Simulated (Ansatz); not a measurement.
# Run report: WSe₂, band-structure calculation

- system: WSe₂ (slab, 3 atoms in the cell)
- method: DFT r2SCAN, scalar-relativistic, plane waves, PAW, no spin polarisation (Ansatz 0.2.0)

The structure derives from an entry of the Crystallography Open Database. Figures and captions count atoms from 1; the log counts them from 0 in places.

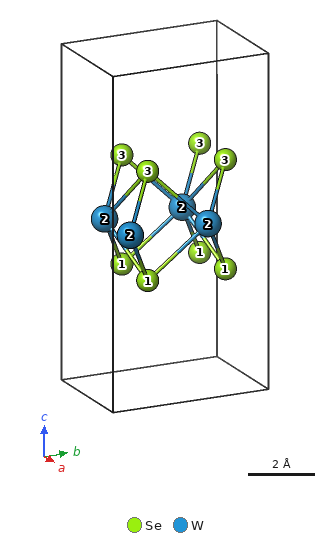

Figure 1. The structure (ball-and-stick view of the 2 × 2 repeat of the cell, with the vacuum cut short, seen slightly off an axis; atoms are numbered from 1 in the order of the input). An atom can appear more than once, as a periodic image.

**Input**
```yaml
crystal:
  lattice:
    - [3.2855208648, 0.0, 0.0]
    - [-1.6427604324, 2.8453445336, 0.0]
    - [0.0, 0.0, 32.7374894635]
  atoms:
    - { symbol: Se, position: [0.3333333333, 0.6666666667, 0.4485393955] }
    - { symbol: W, position: [0.6666666667, 0.3333333333, 0.5] }
    - { symbol: Se, position: [0.3333333333, 0.6666666667, 0.5514606045] }
  periodic: [true, true, false]
basis:
  ecutwfc: 500
kpoints:
  mp_grid: { grid: [12, 12, 1] }
  band_path:
    path:
      - [0, 0, 0]
      - [0.5, 0, 0]
      - [0.3333333333333, 0.3333333333333, 0]
      - [0, 0, 0]
    npoints: 8
hamiltonian:
  xc: r2scan
scf:
  occupations: { method: gaussian, width: 0.02 }
output:
  forces: true
  stress: true
  eigenvalues: true
  populations: true
  write_density: true
  write_potential: true
  elf: true
  volumetric_format: npy
```

Run on 2 threads of Intel Xeon (Granite Rapids), 32 GiB of memory available, shared host.

Run as:
```bash
ansatz run input.yaml --threads 2 --pin off --max-ram 5120MiB --backend cpu --events-out ev --progress --plain --runs-dir out
```

**What the program printed**
```
Engine: ansatz 0.2.0, x86_64-unknown-linux-gnu
Pseudopotentials: kind: paw
Pseudopotential: Se, paw, valence charge 16, recommended cutoff 500 eV (meta_gga), Se.paw.azcp
Pseudopotential: W, paw, valence charge 14, recommended cutoff 500 eV (meta_gga), W.paw.azcp
Functional definition: r2SCAN
  parameter k0 = 0.174
  parameter k1 = 0.065
  parameter a1 = 4.9479
  exchange = r2scan_x(k0 = k0, k1 = k1, a1 = a1)
  correlation = r2scan_c
Crystal: 3 atoms, lattice volume = 306.044 Å³
Basis set: ecut = 500 eV, 7625 PW (Γ), exchange–correlation on 96×96×960 points (64 copies of the dense FFT grid, shifted against one another)
Bands: 28, of which v1, the nominal top of the filled ones, is band 23 counted from 1 (22 counted from 0)
Symmetry: 12 space group operations
Space group: P-6m2 (ITA 187), of the structure as read, at distance tolerance 6.7e-5 Å
k-points: 19 of 144 (time reversal used)
Non-local potential: Se, projectors of the file, l = 0: 2, l = 1: 2, l = 2: 3, l = 3: 1
Non-local potential: W, projectors of the file, l = 0: 3, l = 1: 2, l = 2: 2, l = 3: 1
PAW form: soft (Blöchl's): semilocal exchange-correlation on the pseudo side does not see the compensation charge
PAW frozen core: Se, regenerated for the run's functional (the file was generated under x = pbe(κ = 0.804, μ = 0.2195149727645171), c = pbe(β = 0.06672455060314922))
PAW frozen core: W, regenerated for the run's functional (the file was generated under x = pbe(κ = 0.804, μ = 0.2195149727645171), c = pbe(β = 0.06672455060314922))
PAW one-centre angular grid: Se, 590 points (default); XC on 160 Gauss nodes
PAW one-centre angular grid: W, 590 points (default); XC on 160 Gauss nodes
Initial density: superposition of atomic densities (neutral atoms: chi_scale 0, normalization atom), corrected by the library's trained network
Initial wavefunctions: pseudopotential atomic-orbital guess
Functional: x = r2scan, c = r2scan; τ floored in thin density (d = 2e-4 eV/Å³)
SCF iter   1: F=—  HF=-21355.267832 eV  |F-HF|=—  |Δ(HF+E_count)|=         —  Δρ=2.55e-3  dr2=1.23e-2  dr2_τ=4.38e-2  ethr=1.77e-3  ⟨swp⟩=15.0  Hψ=3692  notcnv=0
preconditioner: auto → Resta (q_TF=auto, 1.989 Å⁻¹)  ε∞=1.9  [insulator: Δε(μ)=1.752 eV  Ē_g=9.310 eV  σ=0.020 eV  W_gap=1.00  n_scr=20 (ndim 8)  ℏωp=9.0 eV  f_vac=0.782  D(μ)=0.00/eV (n_scr^D=0)  ε∞_Penn≈1.9  vacuum switching on, ρ_ref=6.3e-3 e/Å³]
SCF iter   2: F=—  HF=-21355.327861 eV  |F-HF|=—  |Δ(HF+E_count)|=   6.00e-2  Δρ=1.67e-3  dr2=5.32e-3  dr2_τ=8.19e-4  ethr=2.68e-5  ⟨swp⟩=4.5  Hψ=1672  notcnv=0  defer=19
SCF iter   3: F=—  HF=-21355.331629 eV  |F-HF|=—  |Δ(HF+E_count)|=   3.77e-3  Δρ=1.06e-3  dr2=5.10e-3  dr2_τ=2.97e-4  ethr=1.16e-5  ⟨swp⟩=3.0  Hψ=943  notcnv=0  defer=19
SCF iter   4: F=—  HF=-21355.332828 eV  |F-HF|=—  |Δ(HF+E_count)|=   1.20e-3  Δρ=3.16e-4  dr2=4.76e-4  dr2_τ=3.94e-5  ethr=1.11e-5  ⟨swp⟩=3.0  Hψ=927  notcnv=0  defer=19
SCF iter   5: F=—  HF=-21355.332939 eV  |F-HF|=—  |Δ(HF+E_count)|=   1.11e-4  Δρ=8.01e-5  dr2=8.47e-6  dr2_τ=5.81e-7  ethr=1.03e-6  ⟨swp⟩=3.3  Hψ=925  notcnv=0  defer=19
SCF iter   6: F=—  HF=-21355.333009 eV  |F-HF|=—  |Δ(HF+E_count)|=   6.95e-5  Δρ=1.45e-5  dr2=1.11e-6  dr2_τ=2.20e-8  ethr=1.84e-8  ⟨swp⟩=4.2  Hψ=1279  notcnv=0  defer=19
SCF iter   7: F=—  HF=-21355.333011 eV  |F-HF|=—  |Δ(HF+E_count)|=   2.00e-6  Δρ=5.26e-6  dr2=1.36e-7  dr2_τ=7.03e-9  ethr=2.42e-9  ⟨swp⟩=3.5  Hψ=958  notcnv=0  defer=19
SCF iter   8: F=-21355.333011 eV  HF=-21355.333011 eV  |F-HF|=4.44e-9  |Δ(HF+E_count)|=   2.41e-7  Δρ=8.82e-7  dr2=3.26e-9  dr2_τ=2.79e-10  ethr=2.17e-10  ⟨swp⟩=27.0  Hψ=5627  notcnv=0
SCF 1 converged in 8 iterations: F = -21355.333011 eV  dr2 = 3.26e-9
  greatest PAW one-centre occupation: 1.000 electrons in one spin orbital (limit 2), on the Se atom at site 0 (counted from 0), in its partial waves of l = 2
NSCF: frozen V_eff on 25 k-points
WARN: The output density's exchange-correlation potential varies sharply where the density is thin. Do not read a vacuum level from v_tot or v_xc, or from such a field of the output density. On a cell that repeats whose density bears no net charge and no dipole along the vacuum's axis use v_es (v_loc + v_h of the components); under efield.dipole_correction with no amplitude use v_es + v_field, which holds any external_charges[].barrier, or the levels of the report's work_function block, which leave it out; under a non-zero efield.amplitude the vacuum is tilted and has no level; on a cell that repeats and bears such a dipole with no correction it is tilted too, and efield.dipole_correction with no amplitude gives each side of its ramp a level where efield: is served; in a cell that repeats whose density bears a net charge (total_charge, or a fill off its count) it is curved and has none; of a slab under crystal.periodic whose density bears no net charge use v_es, which has a level on each side, short of where the two are joined; of another it falls or rises all the way out and has none; of a slab beside external_charges read slab_vacuum_level instead, which it has where they leave it neutral. The grid or the basis barely resolves most such structure, and the values can differ between equally converged runs; as a rule a tighter scf.convergence.dr2_threshold does not remove it. Where the density itself ripples (under the LDA too) a higher basis.ecutwfc lessens it. The files hold the spikes' plane waves up to the density's cutoff. Files: v_tot_of_output_density and the like, and their columns of v_z.tsv (output.write_potential); v_xc_of_output_density and the like, and their columns of v_comp_z.tsv (output.write_potential_components). Measured: with its Gaussian average of σ = 0.25 Å subtracted twice, the exchange-correlation potential is over 0.1 eV at 967 of the grid points where the equally averaged density (valence and model cores) is under 1e-3 e/Å³, and 0.230 eV at the most among them, at an averaged density of 1.0e-3 e/Å³. The input density's (outcome.potential() and, of a run that writes arrays, v_tot and v_xc) is over 0.1 eV, so measured, at 340 points of its own thin density, 0.234 eV at the most. See output.write_potential in the manual, Limitations
SCF converged after 8 iterations
Free energy (F): -21355.333011 eV
Harris-Foulkes:  -21355.333011 eV  (|F-HF|=4.44e-9)
Internal energy: -21355.333011 eV  (E = F + TS)
E sigma→0 (E₀):  -21355.333011 eV
Fermi energy:    -4.374246 eV
--- Per-component energies (eV) ---
  E_band       = -1698.195410
  E_kinetic    = 689.950990
  E_local      = -137863.387746  (includes V_loc(G=0)·N_el)
  E_nonlocal   = -1188.357181
  E_hartree    = 68416.220281
  E_xc         = -446.240768
  E_vxc        = -472.450017  (∫ρ·V_xc dr)
  E_paw        = -12443.715262  (= ΣΔE_a)
  E_vpaw       = 279.602878  (= ΣTr[D̂ρ^β])
  E_aug_tail   = -0.000479  (compensation charges beyond the density's cutoff)
  E_vtau       = 24.004255  (kinetic-family band-sum trace: ∫τ·v_τ [+ j·A + Jᵃ·Aᵃ] dr)
  E_ewald      = 61484.314642
  E_core_change = -4.117489  (= ΣΔE_core)
  E_smearing   = -0.000000  (= −TS)
  E_closure    = -0.000000  (closes the sum)
  Σ components = -21355.333011   (vs F -21355.333011, Δ=0.00e0)
--- Forces (eV/Å), atoms counted from 1 ---
  atom   1  Se    -0.00000000     0.00000000     0.24212850
  atom   2  W      0.00000000    -0.00000000     0.00000000
  atom   3  Se     0.00000000     0.00000000    -0.24212850
  max |Σ_I F_I| component: 5.55e-17 eV/Å
--- 2D stress c σ (N/m, compression-positive) ---
        0.909071       0.000000       0.000000
        0.000000       0.909071       0.000000
        0.000000       0.000000       0.000000
  P = ½ c Tr σ = 0.9091 N/m
--- Band table (eV; the first three rows and the last of 19) ---
  k-point 0: bands = ["-81.1811", "-53.6609", "-53.6609", "-53.6602", "-53.6602", "-53.6290", "-53.6290", "-53.6277", "-53.6277", "-53.6151", "-53.6129", "-44.8208", "-44.6824", "-44.6824", "-20.7041", "-19.3985", "-11.7601", "-7.6910", "-7.6910", "-7.6542", "-6.5212", "-6.5212", "-5.6829", "-2.1196", "-2.1196", "-1.9920", "-1.9920", "-0.3646"]
  k-point 1: bands = ["-81.1803", "-53.6608", "-53.6605", "-53.6602", "-53.6598", "-53.6290", "-53.6290", "-53.6279", "-53.6277", "-53.6150", "-53.6127", "-44.8172", "-44.6997", "-44.6864", "-20.5941", "-19.3424", "-11.6196", "-8.0122", "-7.8789", "-7.5865", "-6.7063", "-6.5133", "-5.7125", "-2.4130", "-2.3274", "-2.1306", "-1.9343", "-0.0883"]
  k-point 2: bands = ["-81.1781", "-53.6606", "-53.6604", "-53.6596", "-53.6589", "-53.6292", "-53.6292", "-53.6285", "-53.6278", "-53.6146", "-53.6122", "-44.8074", "-44.7464", "-44.6973", "-20.2785", "-19.1820", "-11.2295", "-8.7942", "-8.3998", "-7.2987", "-7.1400", "-6.7027", "-5.8844", "-3.0103", "-2.4799", "-2.4412", "-1.5213", "0.3572"]
  k-point 18: bands = ["-81.1678", "-53.6590", "-53.6574", "-53.6573", "-53.6571", "-53.6312", "-53.6302", "-53.6291", "-53.6289", "-53.6126", "-53.6100", "-44.8713", "-44.8441", "-44.7603", "-18.2796", "-18.1831", "-10.8675", "-10.7646", "-9.8170", "-9.1959", "-8.7629", "-7.8269", "-5.2687", "-3.4798", "-2.2831", "-1.5441", "0.0328", "0.9701"]
--- Löwdin populations: 3 sites ---
  site symbol       q [e]
     0     Se     16.1080
     1      W     13.5734
     2     Se     16.1080
  spilling = 0.004579 (of n_electrons = 46.000000)
```

**File populations.tsv**
```
# site	symbol	l	j	q
# orbitals = lowdin
# n_electrons = 46.000000
# spilling = 0.004579
0	Se	0_4S	-	1.824749
0	Se	1_4P	-	4.283454
0	Se	2_3D	-	9.999806
1	W	0_5S	-	1.980396
1	W	0_6S	-	0.595503
1	W	1_5P	-	5.996556
1	W	2_5D	-	5.000898
2	Se	0_4S	-	1.824749
2	Se	1_4P	-	4.283454
2	Se	2_3D	-	9.999806
```

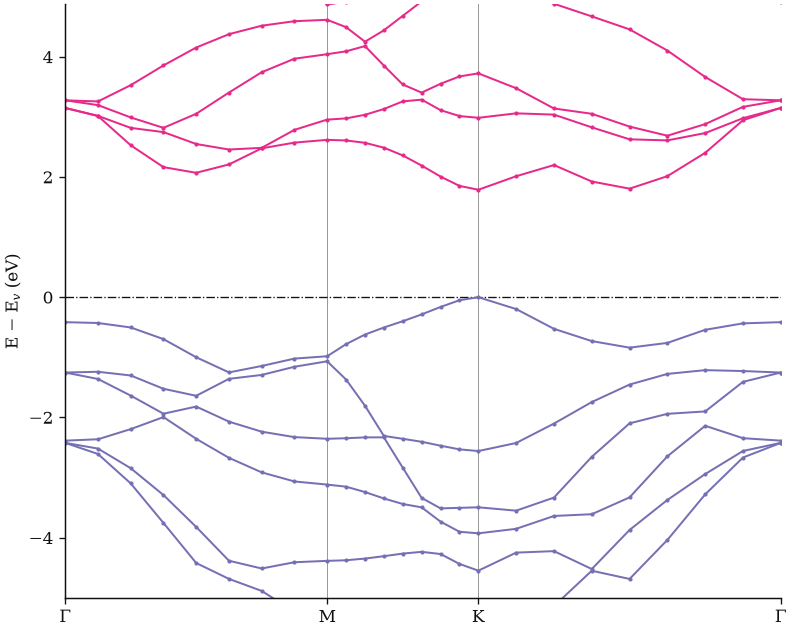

Figure 2. Band structure along Γ–M–K–Γ, with energies from the valence-band top. There is a gap of 1.79 eV on this path, direct, at K.

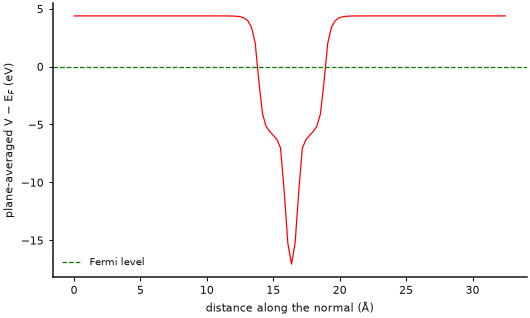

Figure 3. Plane average of the electrostatic potential energy of an electron across the cell, from the Fermi level. The vacuum level lies 4.37 eV above the Fermi level.

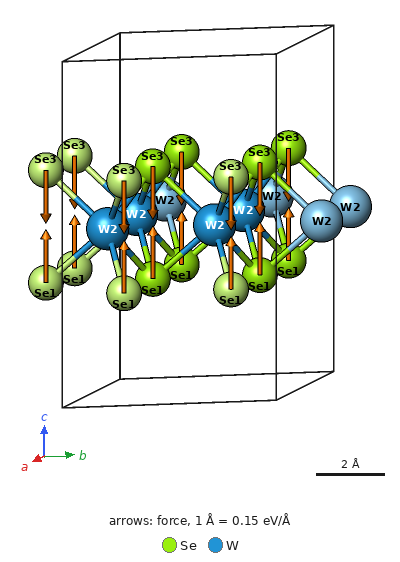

Figure 4. Forces on the atoms as orange arrows (ball-and-stick view of the 2 × 2 repeat of the cell, with the vacuum cut short, seen slightly off an axis; neighbours outside the cell are drawn fainter; atoms are numbered from 1 in the order of the input). The largest act on Se1, Se3 (0.24 eV/Å). The geometry is not a stationary point of this energy.

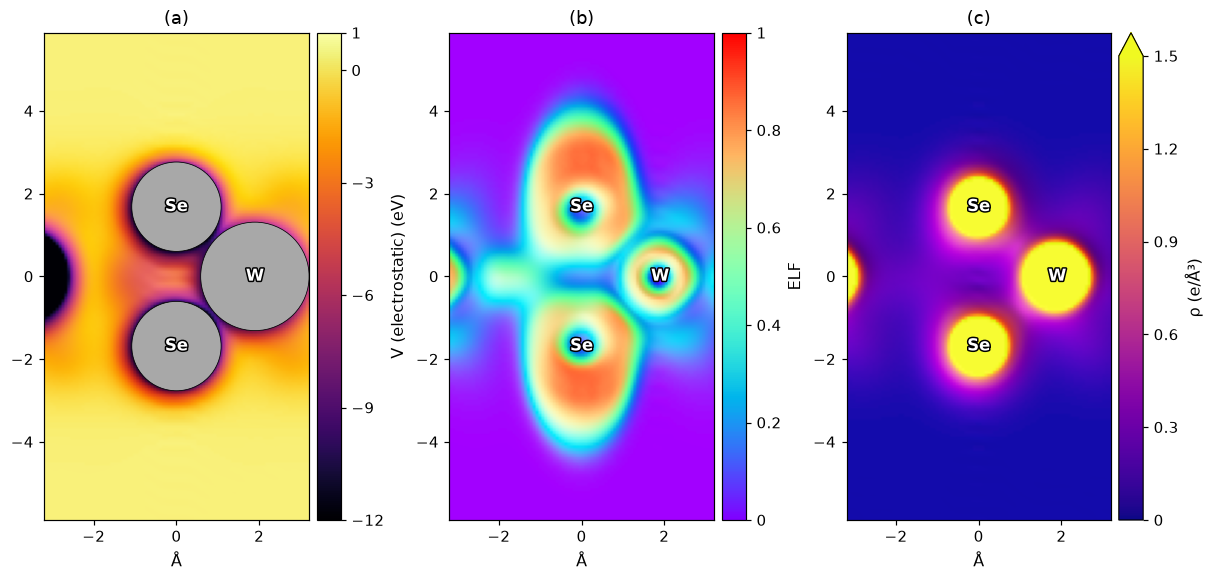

Figure 5. (a) electrostatic potential (local pseudopotential plus Hartree) felt by an electron; (b) ELF; (c) valence charge density (pseudo) on the (110) plane of the calculation cell, a cut from vacuum to vacuum. Grey discs, where drawn, cover atomic cores. The section cuts through Se and W sites. W–Se (2.54 Å): ρ is about 0.56 e/Å³ halfway; the ELF is about 0.55 at the midpoint. The density dies away to nearly zero in the vacuum. The strong features right at W lie inside the PAW spheres (semicore, d or f shells) and say nothing about bonding. Core electrons are frozen (PAW), so the fields are smoothed inside the atomic spheres.

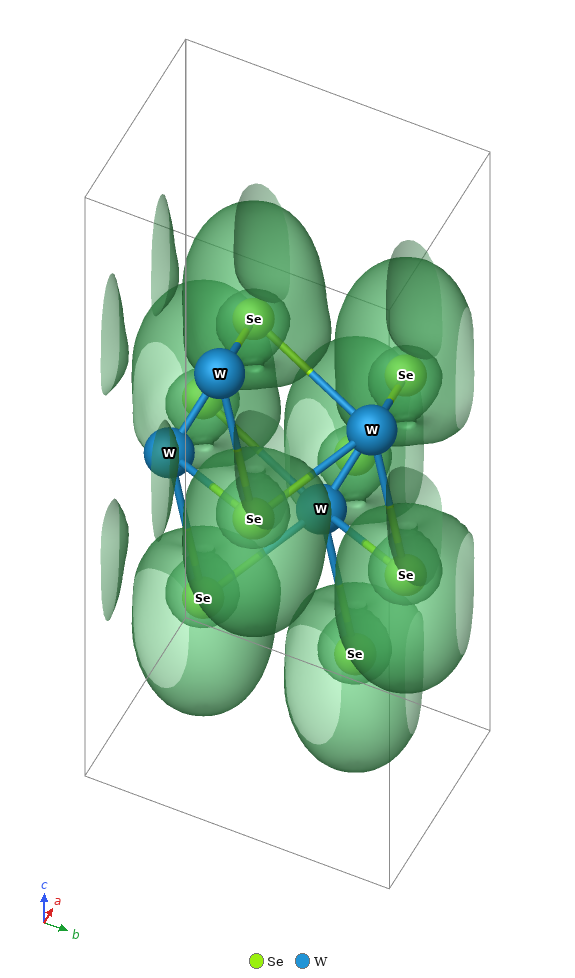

Figure 6. Isosurface of the electron localisation function at 0.65 (green), seen at an oblique angle. Only the valence region is drawn (cores and ρ < 0.01 e/Å³ removed). Sticks mark near contacts. Along the contacts the grid gives the following. W–Se (2.54 Å): the ELF is about 0.55 at the midpoint.

**Key numbers**

- outcome: converged
- electrons treated: 46
- free energy: −21355.3330 eV
- work function, top face: 4.37 eV
- work function, bottom face: 4.37 eV
- Fermi energy: −4.374 eV
- gap on the k-point mesh: 1.79 eV
- gap on the band path: 1.79 eV
- work function (upper face): 4.37 eV
- largest force (length of the vector): 0.242 eV/Å
- wall time: 15 s (CPU time 30 s)
- peak memory: 1.1 GiB

**Notes**

The program warns: the exchange-correlation potential is rough where the density is thin. Spin–orbit coupling is left out, which matters for W.
